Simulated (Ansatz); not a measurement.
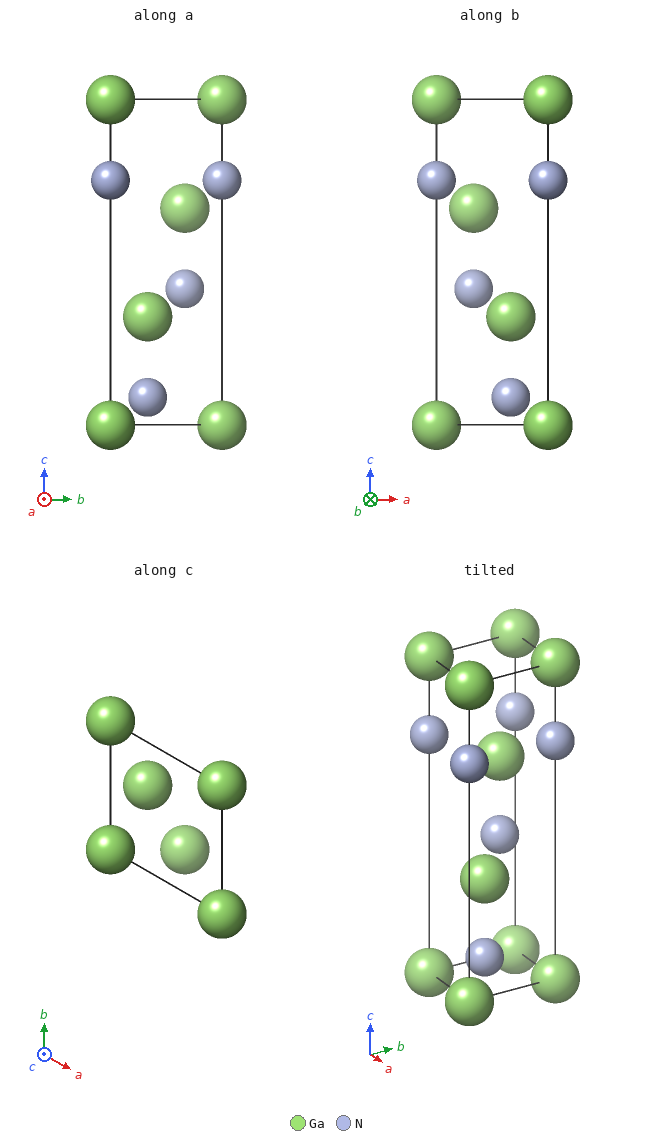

An orthographic spheres-only view of the structure, along the a axis, along the b axis, along the c axis and slightly off an axis. The conventional unit cell is outlined; an atom on or near a face, edge or corner is repeated at each equivalent position.

Lattice parameters: a = 3.1805 Å, b = 3.1805 Å, c = 8.0376 Å, α = 90.000°, β = 90.000°, γ = 120.000°.

### Convert the drawing into a CIF in P1 with every atom of the cell, with free fractional coordinates to two decimals.

```cif
data_structure
_symmetry_space_group_name_H-M 'P 1'
_symmetry_Int_Tables_number 1
_cell_length_a 3.1805
_cell_length_b 3.1805
_cell_length_c 8.0376
_cell_angle_alpha 90.000
_cell_angle_beta 90.000
_cell_angle_gamma 120.000
_cell_volume 70.41
loop_
_atom_site_label
_atom_site_type_symbol
_atom_site_fract_x
_atom_site_fract_y
_atom_site_fract_z
_atom_site_occupancy
Ga1 Ga 0.6667 0.3333 0.33 1
N1 N 0.6667 0.3333 0.08 1
Ga2 Ga 0.3333 0.6667 0.67 1
N2 N 0.3333 0.6667 0.42 1
Ga3 Ga 0.00 0.00 0.00 1
N3 N 0.00 0.00 0.75 1
```

The structure comes from a structure type filled with these elements by a generator (whether the compound takes this form wasn't checked). The cell was then strained or its atoms displaced on purpose. It was the input of a calculation with Ansatz.
